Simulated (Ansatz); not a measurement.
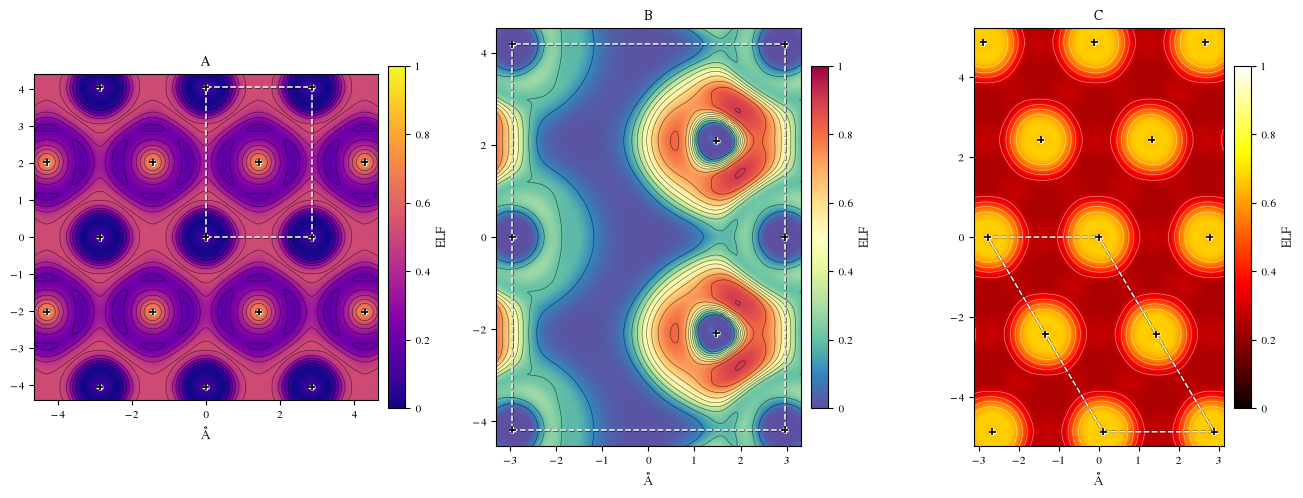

The ELF of 3 systems, each on a plane through atoms (crosses mark nuclei in the plane).

Method: DFT r2SCAN, scalar-relativistic, plane waves, PAW in Ansatz 0.2.0.

System 1: AlNi, the (011̄) plane of the conventional cell. Space group Pm-3m; a structure from a database of computed crystals, not necessarily the ambient phase; computed without spin polarisation.

```
Al Ni
1.0
     2.86331    0.00000    0.00000
     0.00000    2.86331    0.00000
     0.00000    0.00000    2.86331
Al Ni
1 1
Direct
  0.50000 0.50000 0.50000
  0.00000 0.00000 0.00000
```

System 2: InP, the (110) plane of the conventional cell. Space group F-43m; a structure from a database of computed crystals, not necessarily the ambient phase.

System 3: Pt, the (11̄0) plane of the calculation cell. Space group I4/mmm; a structure from a database of computed crystals, not necessarily the ambient phase; changed on purpose from its base cell (band edges of the strained film's bulk); computed pressure about −2 GPa in this cell.

```
Pt
1.0
     4.00568    0.00000    0.00000
     0.00000    4.00568    0.00000
    -2.00284    0.00000    1.92330
Pt
2
Direct
  0.00000 0.00000 0.00000
  0.50000 0.50000 0.00000
```

Which map belongs to which system?

Panel A is system 1, AlNi: the plane holds Al and Ni. Al–Ni (2.48 Å): the ELF is about 0.40 at the midpoint. Panel B is system 2, InP: the plane holds In and P. In–P (2.56 Å): the ELF peaks at about 0.90 in the valence shell of P, 0.9 Å from its nucleus, and is about 0.55 at the midpoint. Panel C is system 3, Pt: the plane holds Pt. Pt–Pt (2.78 Å): the ELF is about 0.30 at the midpoint: no localised pair shows between them.
